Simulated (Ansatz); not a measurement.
Al$_{2}$GaN$_{3}$

```xyz
12
Lattice="3.1165 0.0000 0.0000 0.0000 9.3465 0.0000 0.0000 0.0000 4.4023" Properties=species:S:1:pos:R:3 pbc="T T T"
Al    0.0000    1.5660    1.1085
Al    1.5582    6.2393    3.3096
Al    0.0000    7.7805    1.1085
Al    1.5582    3.1073    3.3096
Ga    0.0000    4.6733    1.1056
Ga    1.5582    0.0000    3.3067
N     1.5582    7.7507    2.1791
N     0.0000    3.0774    4.3803
N     1.5582    1.5958    2.1791
N     0.0000    6.2691    4.3803
N     0.0000    0.0000    0.0629
N     1.5582    4.6733    2.2640
```

Space group Imm2; a structure from a database of computed crystals, not necessarily the ambient phase; started from the Cu2GeS3-44 prototype, which need not be the ambient phase.

All numbers below come from DFT, r2SCAN+rVV10, plane waves, PAW in Ansatz 0.2.0.

The density is the valence pseudo-density of a PAW calculation; it isn't the true density close to the nuclei.

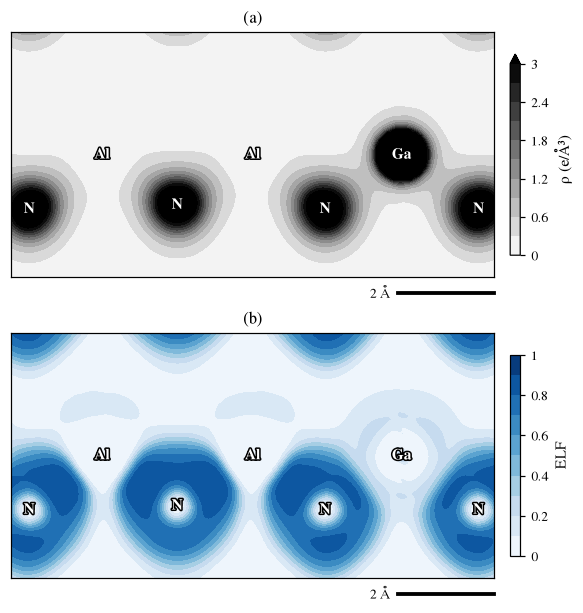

Figure 1. (a) valence electron density; (b) electron localisation function on the (100) plane of the conventional cell.

Describe what can be read from this map.

Answer.
- Atoms in the plane: Al, Ga and N.
- Al–N (1.89 Å): ρ is about 0.7 e/Å³ halfway; the ELF peaks at about 0.90 between the atoms, as expected for a polar covalent bond.
- Ga–N (1.95 Å): the density is about 0.73 e/Å³ at the midpoint; the ELF peaks at about 0.85 in the valence shell of N, 0.7 Å from its nucleus, and is about 0.45 at the midpoint.
- Between the atoms the lowest density in this plane is 0.03 e/Å³.

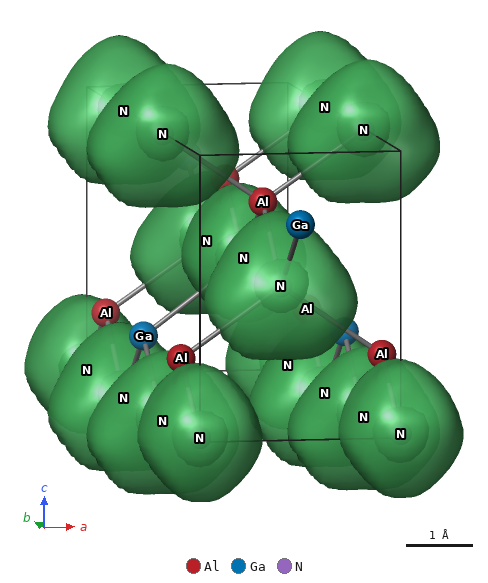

Figure 2. Isosurface of the ELF at 0.65 (green), seen slightly off an axis. Core shells and regions of very low density are left out. Sticks mark near contacts.

What do the ELF domains correspond to?

Answer. The ELF exceeds this value in six regions on N in which the atom's valence shell and bonds are merged, counted in one cell of 12 atoms. Regions shared between cells count once. Along the contacts the grid gives the following. Al–N (1.88 Å): the ELF peaks at about 0.90 between the atoms; a shared but strongly polarised pair. Ga–N (1.94 Å): the ELF peaks at about 0.85 in the valence shell of N, 0.7 Å from its nucleus, and is about 0.45 at the midpoint.

Does the calculation make it a metal, or give it a gap?

Answer. It is gapped, with a Kohn–Sham gap of 3.8 eV on the k-point mesh, an upper bound to the gap of this method.
